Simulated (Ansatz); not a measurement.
**GaN: geometry relaxation (part 2 of 2)**

The same run, continued: GaN (P6₃mc, 4 atoms in the cell); DFT PBE, scalar-relativistic, plane waves, PAW, no spin polarisation (Ansatz 0.2.0); cutoff 420 eV, 9×9×5 k-mesh, Gaussian smearing of 0.02 eV. The structure derives from a Materials Project entry. It belongs to a series of runs on one base structure; here: film's bulk on the substrate's plane, third vector and atoms relaxed.

Geometry of the input (Å; fractional positions):
```
3.1302  0.0000  0.0000
-1.5651  2.7108  0.0000
0.0000  0.0000  5.4209
Ga 0.3333  0.6667  0.4991
Ga 0.6667  0.3333  0.9991
N  0.3333  0.6667  0.8759
N  0.6667  0.3333  0.3759
```

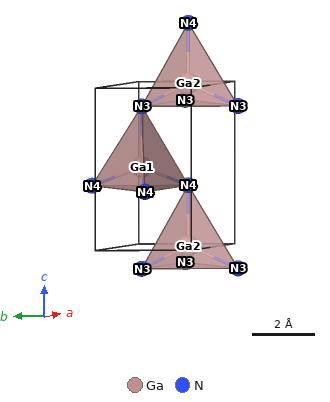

Figure 1. The geometry at step 3 of the log (polyhedral view of the cell of the calculation, seen at an oblique angle; polyhedra are completed across the faces of the cell; atoms are numbered from 1 in the order of the input).

### The program's output, continued
```
relax step   5: F+E_penalty+E_count = -8335.74593101 eV  Δ(F+E_penalty+E_count) = +1.159e-5 eV  max|allowed force component| = 6.079e-4 eV/Å  Δτ_max = 0.0018 Å  P = +8.122 GPa  Ω = 45.064 Å³  energy of the carried Pulay correction = +2.942e-3 eV  fix = [a, b, gamma]  reactions: a +12.186, b +12.186 GPa  (4 SCF iters, dr2 threshold 4.00e-7 eV, accepted)
Basis set: ecut = 420 eV, 881 PW (Γ), exchange–correlation on 48×48×72 points (8 copies of the dense FFT grid, shifted against one another)
Initial wavefunctions: pseudopotential atomic-orbital guess (no wavefunctions were taken with the density)
iter 1 solved again at ethr=2.57e-8 eV; its pass at ethr=3.10e-3 eV (dr2=9.25e-6 eV) is discarded
SCF iter   1: F=—  HF=-8335.743319 eV  |F-HF|=—  |Δ(HF+E_count)|=         —  Δρ=1.36e-4  dr2=1.38e-6  ethr=2.57e-8  ⟨swp⟩=3.0  Hψ=5668  notcnv=0
preconditioner: auto → Resta (q_TF=auto, 2.628 Å⁻¹)  ε∞=5.0  [insulator: Δε(μ)=1.795 eV  Ē_g=16.663 eV  σ=0.020 eV  W_gap=1.00  n_scr=22 (ndim 8)  ℏωp=33.2 eV  f_vac=0.006  D(μ)=0.00/eV (n_scr^D=0)  ε∞_Penn≈5.0]
SCF iter   2: F=—  HF=-8335.743360 eV  |F-HF|=—  |Δ(HF+E_count)|=   4.10e-5  Δρ=7.39e-5  dr2=5.14e-7  ethr=3.84e-9  ⟨swp⟩=2.8  Hψ=1368  notcnv=0
SCF iter   3: F=—  HF=-8335.743361 eV  |F-HF|=—  |Δ(HF+E_count)|=   1.01e-6  Δρ=1.33e-5  dr2=3.68e-8  ethr=1.43e-9  ⟨swp⟩=2.0  Hψ=1351  notcnv=0
SCF iter   4: F=—  HF=-8335.743361 eV  |F-HF|=—  |Δ(HF+E_count)|=   7.91e-9  Δρ=3.06e-6  dr2=4.82e-9  ethr=1.02e-10  ⟨swp⟩=2.0  Hψ=1440  notcnv=0
SCF iter   5: F=—  HF=-8335.743361 eV  |F-HF|=—  |Δ(HF+E_count)|=   1.89e-9  Δρ=1.78e-6  dr2=1.31e-9  ethr=1.34e-11  ⟨swp⟩=2.8  Hψ=1674  notcnv=0
SCF iter   6: F=-8335.743361 eV  HF=-8335.743361 eV  |F-HF|=8.91e-11  |Δ(HF+E_count)|=   1.51e-9  Δρ=4.25e-7  dr2=6.55e-11  ethr=1.00e-12  ⟨swp⟩=3.0  Hψ=3223  notcnv=0
SCF 6 converged in 6 iterations: F = -8335.743361 eV  dr2 = 6.55e-11
relax step   6: F+E_penalty+E_count = -8335.74336094 eV  Δ(F+E_penalty+E_count) = +2.570e-3 eV  max|allowed force component| = 1.252e-4 eV/Å  Δτ_max = 0.0000 Å  P = +8.054 GPa  Ω = 45.064 Å³  fix = [a, b, gamma]  reactions: a +12.153, b +12.153 GPa  stress off target by 1.45e-1 GPa on what of the cell is left free  SCF on the basis re-selected at this cell (its energy is not comparable with the rows above)  (6 SCF iters)
basis re-selected at this cell: Δ(F+E_penalty+E_count) = +2.570e-3 eV, ΔP = -0.068 GPa vs the last step (what re-selecting the basis moved, of the pressure what is left beyond the Pulay correction that the steps carried, after the strain that the cell walked since its last selection, with what the two solves' SCF thresholds leave and, on support functions, any second-order correction that the steps lacked; it is no measure of the basis error at this ecutwfc). The dense FFT grid was sized anew with the basis: this SCF ran on 24×24×36 points, the steps before it on 24×24×40, so part of this shift can come from that change (see relax.cell in the input reference). This SCF's stress stands 1.45e-1 GPa from its target on what of the cell is left free (relax.cell.stress_tol is 1.00e-1 GPa) and its largest allowed force component is 1.25e-4 eV/Å (relax.f_tol is 1.00e-2 eV/Å): not within both, so this SCF does not close the relaxation
Crystal: 4 atoms, lattice volume = 45.048 Å³
iter 1 solved again at ethr=8.43e-9 eV; its pass at ethr=3.10e-3 eV (dr2=3.04e-6 eV) is discarded
SCF iter   1: F=—  HF=-8335.743381 eV  |F-HF|=—  |Δ(HF+E_count)|=         —  Δρ=8.84e-5  dr2=3.18e-6  ethr=8.43e-9  ⟨swp⟩=2.1  Hψ=3939  notcnv=0
preconditioner: auto → Resta (q_TF=auto, 2.628 Å⁻¹)  ε∞=5.0  [insulator: Δε(μ)=1.799 eV  Ē_g=16.666 eV  σ=0.020 eV  W_gap=1.00  n_scr=22 (ndim 8)  ℏωp=33.2 eV  f_vac=0.006  D(μ)=0.00/eV (n_scr^D=0)  ε∞_Penn≈5.0]
SCF iter   2: F=—  HF=-8335.743418 eV  |F-HF|=—  |Δ(HF+E_count)|=   3.70e-5  Δρ=2.88e-5  dr2=2.25e-7  ethr=8.43e-9  ⟨swp⟩=2.0  Hψ=1002  notcnv=0
SCF iter   3: F=—  HF=-8335.743418 eV  |F-HF|=—  |Δ(HF+E_count)|=   2.31e-8  Δρ=1.35e-5  dr2=5.97e-8  ethr=1.45e-10  ⟨swp⟩=4.0  Hψ=2711  notcnv=0
SCF iter   4: F=-8335.743418 eV  HF=-8335.743418 eV  |F-HF|=1.67e-9  |Δ(HF+E_count)|=   4.61e-9  Δρ=2.60e-6  dr2=2.74e-9  ethr=1.45e-10  ⟨swp⟩=4.0  Hψ=2701  notcnv=0
SCF 7 converged in 4 iterations: F = -8335.743418 eV  dr2 = 2.74e-9
  greatest PAW one-centre occupation: 0.995 electrons in one spin orbital (limit 2), on the Ga atom at site 1 (counted from 0), in its partial waves of l = 2
relax step   7: F+E_penalty+E_count = -8335.74341843 eV  Δ(F+E_penalty+E_count) = -5.749e-5 eV  max|allowed force component| = 5.649e-5 eV/Å  Δτ_max = 0.0001 Å  P = +8.127 GPa  Ω = 45.048 Å³  energy of the carried Pulay correction = +5.038e-5 eV  fix = [a, b, gamma]  reactions: a +12.190, b +12.190 GPa  (4 SCF iters, dr2 threshold 5.22e-8 eV, accepted)
iter 1 solved again at ethr=2.27e-8 eV; its pass at ethr=3.10e-3 eV (dr2=8.18e-6 eV) is discarded
SCF iter   1: F=—  HF=-8335.743354 eV  |F-HF|=—  |Δ(HF+E_count)|=         —  Δρ=3.43e-6  dr2=3.11e-9  ethr=2.27e-8  ⟨swp⟩=3.0  Hψ=5688  notcnv=0
preconditioner: auto → Resta (q_TF=auto, 2.628 Å⁻¹)  ε∞=5.0  [insulator: Δε(μ)=1.799 eV  Ē_g=16.666 eV  σ=0.020 eV  W_gap=1.00  n_scr=22 (ndim 8)  ℏωp=33.2 eV  f_vac=0.007  D(μ)=0.00/eV (n_scr^D=0)  ε∞_Penn≈5.0]
SCF iter   2: F=—  HF=-8335.743388 eV  |F-HF|=—  |Δ(HF+E_count)|=   3.44e-5  Δρ=2.09e-6  dr2=1.10e-9  ethr=8.64e-12  ⟨swp⟩=2.1  Hψ=1448  notcnv=0
SCF iter   3: F=—  HF=-8335.743388 eV  |F-HF|=—  |Δ(HF+E_count)|=  6.84e-10  Δρ=1.22e-6  dr2=4.78e-10  ethr=3.06e-12  ⟨swp⟩=2.1  Hψ=1440  notcnv=0
SCF iter   4: F=-8335.743388 eV  HF=-8335.743388 eV  |F-HF|=3.09e-11  |Δ(HF+E_count)|=  5.78e-10  Δρ=3.11e-7  dr2=3.37e-11  ethr=1.00e-12  ⟨swp⟩=2.4  Hψ=2982  notcnv=0
SCF 8 converged in 4 iterations: F = -8335.743388 eV  dr2 = 3.37e-11
relax step   8: F+E_penalty+E_count = -8335.74338842 eV  Δ(F+E_penalty+E_count) = +3.001e-5 eV  max|allowed force component| = 4.173e-5 eV/Å  Δτ_max = 0.0000 Å  P = +8.126 GPa  Ω = 45.048 Å³  fix = [a, b, gamma]  reactions: a +12.190, b +12.190 GPa  stress off target by 2.52e-3 GPa on what of the cell is left free  SCF on the basis re-selected at this cell (its energy is not comparable with the rows above)  (4 SCF iters)
basis re-selected at this cell: Δ(F+E_penalty+E_count) = +3.001e-5 eV, ΔP = -0.001 GPa vs the last step (what re-selecting the basis moved, of the pressure what is left beyond the Pulay correction that the steps carried, after the strain that the cell walked since its last selection, with what the two solves' SCF thresholds leave and, on support functions, any second-order correction that the steps lacked; it is no measure of the basis error at this ecutwfc). This SCF's stress stands 2.52e-3 GPa from its target on what of the cell is left free (relax.cell.stress_tol is 1.00e-1 GPa) and its largest allowed force component is 4.17e-5 eV/Å (relax.f_tol is 1.00e-2 eV/Å): within both
SCF converged after 4 iterations
Free energy (F): -8335.743388 eV
Harris-Foulkes:  -8335.743388 eV  (|F-HF|=3.09e-11)
Internal energy: -8335.743388 eV  (E = F + TS)
E sigma→0 (E₀):  -8335.743388 eV
Fermi energy:    10.902718 eV
--- Per-component energies (eV) ---
  E_band       = -3.367249
  E_kinetic    = 495.663707
  E_local      = -3879.721995  (includes V_loc(G=0)·N_el)
  E_nonlocal   = 948.844256
  E_hartree    = 1787.635909
  E_xc         = -258.097668
  E_vxc        = -268.946940  (∫ρ·V_xc dr)
  E_paw        = -4240.615966  (= ΣΔE_a)
  E_vpaw       = -874.478117  (= ΣTr[D̂ρ^β])
  E_aug_tail   = 0.000098  (compensation charges beyond the density's cutoff)
  E_ewald      = -3189.451729
  E_smearing   = -0.000000  (= −TS)
  E_closure    = -0.000000  (closes the sum)
  Σ components = -8335.743388   (vs F -8335.743388, Δ=0.00e0)
--- Forces (eV/Å), atoms counted from 1 ---
  atom   1  Ga    -0.00000000    -0.00000000    -0.00004106
  atom   2  Ga     0.00000000     0.00000000    -0.00004106
  atom   3  N     -0.00000000    -0.00000000     0.00004240
  atom   4  N      0.00000000     0.00000000     0.00004240
  max |Σ_I F_I| component: 2.68e-6 eV/Å
--- Stress (GPa, compression-positive) ---
       12.189684       0.000000       0.000000
        0.000000      12.189684       0.000000
        0.000000       0.000000      -0.002518
  P = ⅓ Tr σ = 8.1256 GPa (81.256 kbar)
--- Band table (eV; the first three rows and the last of 36) ---
  k-point 0: bands = ["-6.1825", "-5.2583", "-3.6083", "-3.5812", "-3.5812", "-3.5235", "-3.5235", "-3.3094", "-3.3094", "-3.2200", "-3.2200", "-2.1302", "2.5999", "9.0600", "9.0600", "9.6877", "10.0032", "10.0032", "11.8021", "14.7008", "18.8617", "20.1302"]
  k-point 1: bands = ["-6.0737", "-5.3130", "-3.5782", "-3.5782", "-3.5728", "-3.5314", "-3.5314", "-3.2985", "-3.2985", "-3.2264", "-3.2264", "-2.4753", "3.2804", "8.5733", "9.1460", "9.1460", "9.9089", "9.9089", "12.7262", "14.7244", "18.6354", "19.4840"]
  k-point 2: bands = ["-5.7976", "-5.4978", "-3.5676", "-3.5676", "-3.5497", "-3.5497", "-3.4229", "-3.2726", "-3.2726", "-3.2452", "-3.2452", "-3.0527", "4.8453", "6.7250", "9.3747", "9.3747", "9.6663", "9.6663", "13.9421", "14.6162", "18.2933", "18.5508"]
  k-point 35: bands = ["-5.0735", "-5.0735", "-3.4906", "-3.4399", "-3.4399", "-3.4093", "-3.2990", "-3.2984", "-3.2691", "-3.2691", "-1.4603", "-1.4603", "3.8376", "3.8376", "5.3329", "6.0566", "8.0949", "8.0949", "16.2765", "16.2765", "16.4306", "17.5706"]
--- Relaxed structure (6 steps of the walk, 6 accepted, 2 SCFs on fresh bases) ---
  F+E_penalty+E_count = -8335.74338842 eV   max|allowed force component| = 4.173e-5 eV/Å   (the final SCF, on the basis selected at the relaxed cell)
  cell:  # Å, volume = 45.0484 Å³
    - [3.130208419484448, 2.8867502254920672e-11, 7.851845458639378e-34]
    - [-1.565104209767224, 2.710840010399035, -9.75440641551805e-34]
    - [1.3597769710619293e-33, -1.165523118053082e-33, 5.3088743725502034]
  atoms:
    - { symbol: Ga, position: [0.3333333333333333, 0.6666666666666666, 0.5025278365860505] }
    - { symbol: Ga, position: [0.6666666666666666, 0.3333333333333333, 1.0025278365860504] }
    - { symbol: N, position: [0.3333333333333333, 0.6666666666666666, 0.8724721634139495] }
    - { symbol: N, position: [0.6666666666666666, 0.3333333333333333, 0.3724721634139494] }
```

### Trajectory as extended XYZ (Å, eV, eV/Å), 8 frames, from step=1 to step=8
```
4
Lattice="3.1302 0.0000 0.0000 -1.5651 2.7108 0.0000 0.0000 0.0000 5.4209" Properties=species:S:1:pos:R:3:forces:R:3 step=1 energy=-8335.69509 pressure_GPa=5.09
Ga    0.0000    1.8072    2.7057    0.0000   0.0000   0.4631
Ga    1.5651    0.9036    5.4162    0.0000   0.0000   0.4631
N     0.0000    1.8072    4.7480    0.0000   0.0000  -0.4631
N     1.5651    0.9036    2.0375    0.0000   0.0000  -0.4631
4
Lattice="3.1302 0.0000 0.0000 -1.5651 2.7108 0.0000 0.0000 0.0000 5.3415" Properties=species:S:1:pos:R:3:forces:R:3 step=2 energy=-8335.72825 pressure_GPa=7.55
Ga    0.0000    1.8072    2.6678    0.0000   0.0000   0.3914
Ga    1.5651    0.9036    5.3385    0.0000   0.0000   0.3914
N     0.0000    1.8072    4.6768    0.0000   0.0000  -0.3913
N     1.5651    0.9036    2.0061    0.0000   0.0000  -0.3913
4
Lattice="3.1302 0.0000 0.0000 -1.5651 2.7108 0.0000 0.0000 0.0000 5.2870" Properties=species:S:1:pos:R:3:forces:R:3 step=3 energy=-8335.74429 pressure_GPa=9.19
Ga    0.0000    1.8072    2.6506    0.0000   0.0000   0.1149
Ga    1.5651    0.9036    5.2941    0.0000   0.0000   0.1149
N     0.0000    1.8072    4.6190    0.0000   0.0000  -0.1149
N     1.5651    0.9036    1.9755    0.0000   0.0000  -0.1149
4
Lattice="3.1302 0.0000 0.0000 -1.5651 2.7108 0.0000 0.0000 0.0000 5.3025" Properties=species:S:1:pos:R:3:forces:R:3 step=4 energy=-8335.74594 pressure_GPa=8.48
Ga    0.0000    1.8072    2.6630    0.0000   0.0000   0.0297
Ga    1.5651    0.9036    5.3142    0.0000   0.0000   0.0297
N     0.0000    1.8072    4.6279    0.0000   0.0000  -0.0296
N     1.5651    0.9036    1.9767    0.0000   0.0000  -0.0296
4
Lattice="3.1302 0.0000 0.0000 -1.5651 2.7108 0.0000 0.0000 0.0000 5.3107" Properties=species:S:1:pos:R:3:forces:R:3 step=5 energy=-8335.74593 pressure_GPa=8.12
Ga    0.0000    1.8072    2.6689    0.0000   0.0000  -0.0008
Ga    1.5651    0.9036    5.3243    0.0000   0.0000  -0.0008
N     0.0000    1.8072    4.6333    0.0000   0.0000   0.0005
N     1.5651    0.9036    1.9780    0.0000   0.0000   0.0005
4
Lattice="3.1302 0.0000 0.0000 -1.5651 2.7108 0.0000 0.0000 0.0000 5.3107" Properties=species:S:1:pos:R:3:forces:R:3 step=6 energy=-8335.74336 pressure_GPa=8.05
Ga    0.0000    1.8072    2.6689    0.0000   0.0000  -0.0001
Ga    1.5651    0.9036    5.3243    0.0000   0.0000  -0.0001
N     0.0000    1.8072    4.6333    0.0000   0.0000   0.0001
N     1.5651    0.9036    1.9780    0.0000   0.0000   0.0001
4
Lattice="3.1302 0.0000 0.0000 -1.5651 2.7108 0.0000 0.0000 0.0000 5.3089" Properties=species:S:1:pos:R:3:forces:R:3 step=7 energy=-8335.74342 pressure_GPa=8.13
Ga    0.0000    1.8072    2.6679    0.0000   0.0000   0.0000
Ga    1.5651    0.9036    5.3223    0.0000   0.0000   0.0000
N     0.0000    1.8072    4.6318    0.0000   0.0000   0.0001
N     1.5651    0.9036    1.9774    0.0000   0.0000   0.0001
4
Lattice="3.1302 0.0000 0.0000 -1.5651 2.7108 0.0000 0.0000 0.0000 5.3089" Properties=species:S:1:pos:R:3:forces:R:3 step=8 energy=-8335.74339 pressure_GPa=8.13
Ga    0.0000    1.8072    2.6679    0.0000   0.0000   0.0000
Ga    1.5651    0.9036    5.3223    0.0000   0.0000   0.0000
N     0.0000    1.8072    4.6318    0.0000   0.0000   0.0000
N     1.5651    0.9036    1.9774    0.0000   0.0000   0.0000
```

### Results in brief

| quantity | value |
| --- | --- |
| outcome | converged |
| space group (tolerance 0.01 Å) | P6₃mc (186) |
| electrons treated | 36 |
| free energy | −8335.7434 eV |
| Fermi energy | 10.903 eV |
| gap on the k-point mesh | 1.80 eV |
| pressure | 8.13 GPa |
| final volume | 45.05 Å³ |
| largest force (length of the vector) at the end | under 0.001 eV/Å |
| final cell | a = 3.130 Å, b = 3.130 Å, c = 5.309 Å, α = 90.00°, β = 90.00°, γ = 120.00° |
| hardware | 4 threads of Arm Neoverse V2, 128 GiB of memory available, shared host |
| wall time | 8.6 s (CPU time 31 s) |
| peak memory | 0.39 GiB |
